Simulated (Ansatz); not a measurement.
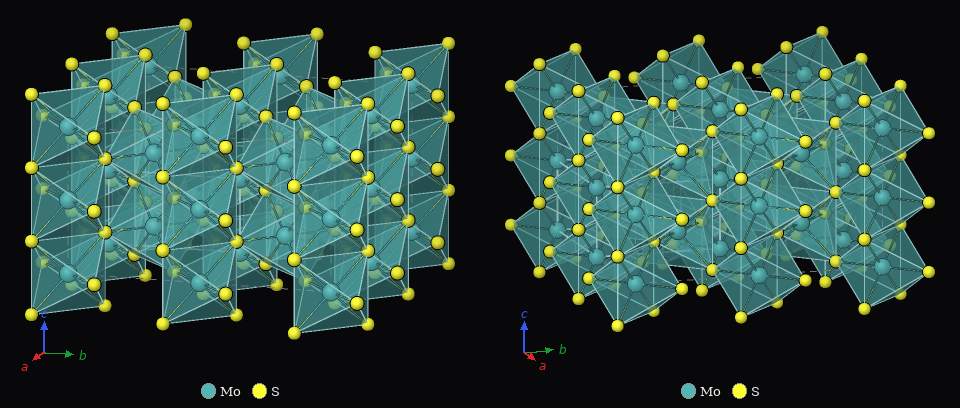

Polyhedra are drawn about Mo (bonds: Mo–S below 2.7 Å); other atoms are plain spheres. Two views of the same piece.

MoS2 (space group P4_2/mnm, No. 136). Coordinates: coordinates from a relaxation with DFT, PBE, plane waves, PAW in Ansatz; the starting structure was generated, so it need not be a known form of this composition.

Sharing among the drawn polyhedra:

| site | polyhedron | corner-sharing neighbours | edge-sharing | face-sharing | bond (Å) |
| --- | --- | --- | --- | --- | --- |
| Mo | MoS6 octahedron | 8 | 2 | 0 | 2.38–2.40 |

They form a three-dimensional framework of corner- and edge-sharing octahedra.
